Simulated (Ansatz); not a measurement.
Sn$_{7}$O$_{17}$ (cell charge +1, with a compensating background) (cell with a defect)

```cif
data_structure
_symmetry_space_group_name_H-M 'P 1'
_symmetry_Int_Tables_number 1
_cell_length_a 6.8270
_cell_length_b 6.8270
_cell_length_c 8.0770
_cell_angle_alpha 114.990
_cell_angle_beta 114.990
_cell_angle_gamma 90.022
_cell_volume 301.85
loop_
_atom_site_label
_atom_site_type_symbol
_atom_site_fract_x
_atom_site_fract_y
_atom_site_fract_z
_atom_site_occupancy
O1 O 0.15661 0.54369 0.19696 1
Sn1 Sn 0.38199 0.87799 0.75098 1
Sn2 Sn 0.62735 0.12842 0.24986 1
Sn3 Sn 0.87848 0.38538 0.74605 1
Sn4 Sn 0.00989 0.99374 0.01189 1
Sn5 Sn 0.24613 0.26136 0.49904 1
Sn6 Sn 0.51300 0.49533 0.98721 1
Sn7 Sn 0.78264 0.76942 0.52205 1
O2 O 0.98826 0.31388 0.00581 1
O3 O 0.22704 0.56567 0.51638 1
O4 O 0.49269 0.80816 0.00166 1
O5 O 0.75101 0.06595 0.50458 1
O6 O 0.34690 0.54782 0.22068 1
O7 O 0.69216 0.88544 0.75498 1
O8 O 0.93322 0.12004 0.25331 1
O9 O 0.18754 0.37720 0.75773 1
O10 O 0.77908 0.64094 0.25452 1
O11 O 0.08510 0.90362 0.76758 1
O12 O 0.32279 0.14161 0.25401 1
O13 O 0.57067 0.37307 0.74029 1
O14 O 0.98498 0.68868 0.98938 1
O15 O 0.29394 0.97086 0.52013 1
O16 O 0.51066 0.19730 0.00180 1
O17 O 0.74678 0.45301 0.49797 1
```

The program warned that a starting moment wasn't kept; spin-polarised.

All numbers below come from DFT PBE, scalar-relativistic, plane waves, PAW in Ansatz 0.2.0.

Question: Predict the valence pseudo-density, electron localisation function and spin density between the atoms.

Answer: Sn–O (2.01 Å): the density is about 0.73 e/Å³ at the midpoint; the ELF peaks at about 0.80 in the valence shell of O, 0.6 Å from its nucleus, and is about 0.25 at the midpoint (no localised pair shows between them).
Sn–O (2.10 Å): the density is about 0.61 e/Å³ at the midpoint; the ELF peaks at about 0.80 in the valence shell of O, 0.6 Å from its nucleus, and is about 0.25 at the midpoint; no localised pair shows between them.
The spin density sits on O: +0.6 μB in one cell of 24 atoms, with smaller moments on other sites: O (±0.21 μB): with much of the spin spread outside that site. The cell of the calculation (24 atoms) carries 1.0 μB of net spin moment.

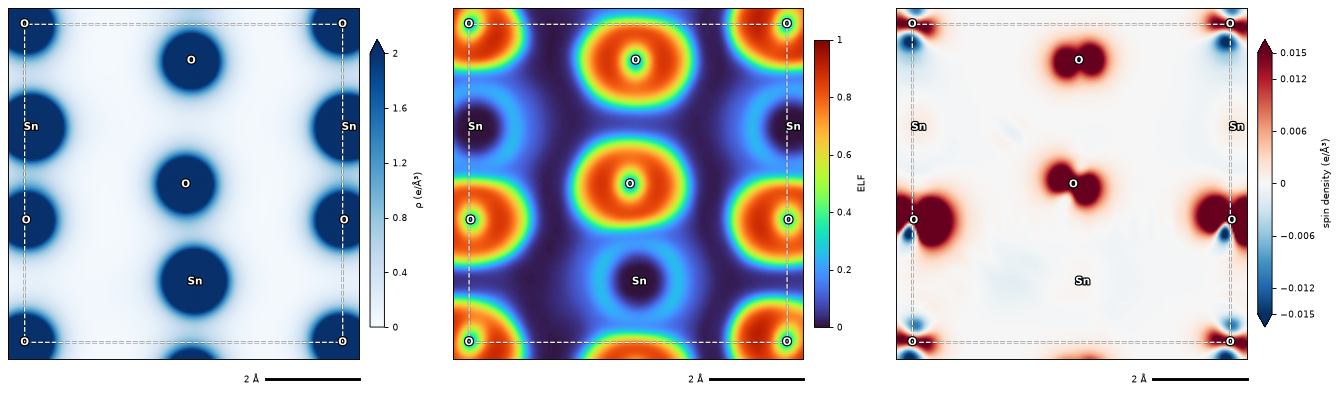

Computed valence pseudo-density, electron localisation function and spin density on the (001) plane of the calculation cell, in this order. 
